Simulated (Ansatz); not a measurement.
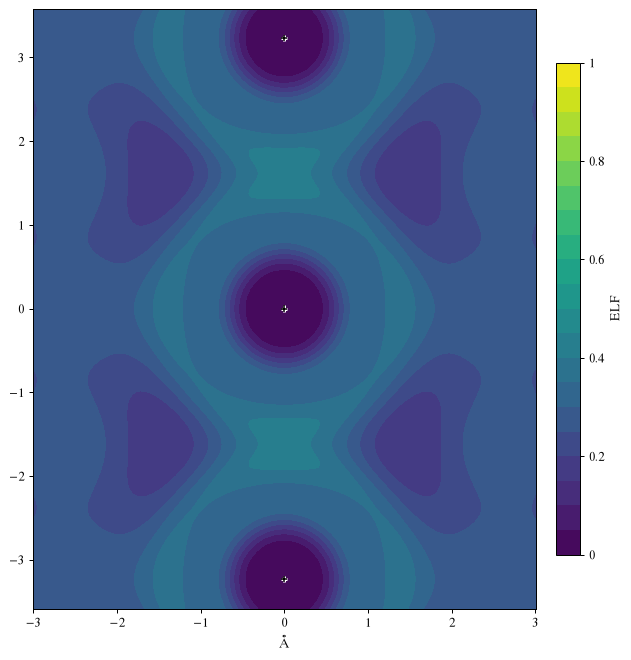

The ELF on a plane through atoms (crosses mark nuclei in the plane).

These are results of DFT, PBEsol, plane waves (420 eV) with PAW, scalar-relativistic in Ansatz 0.2.0, not measurements.

Candidates:
A. As, a = 2.93 Å, b = 2.93 Å, c = 9.89 Å, α = 90.00°, β = 90.00°, γ = 120.00°. Space group P6₃/mmc; set up as As, dhcp; a generated structure, not necessarily the stable one; changed on purpose from its base cell (volume × 1.0).
B. Sn, a = 5.31 Å, b = 5.31 Å, c = 3.23 Å, α = 90.00°, β = 90.00°, γ = 120.00°. Space group P6/mmm; set up as Sn, omega (AlB2-type); a generated structure, not necessarily the stable one.

**Which system is this?**

Candidate B: Sn on the (100) plane of the conventional cell, which holds Sn. Sn–Sn (3.23 Å): the ELF is about 0.40 at the midpoint.
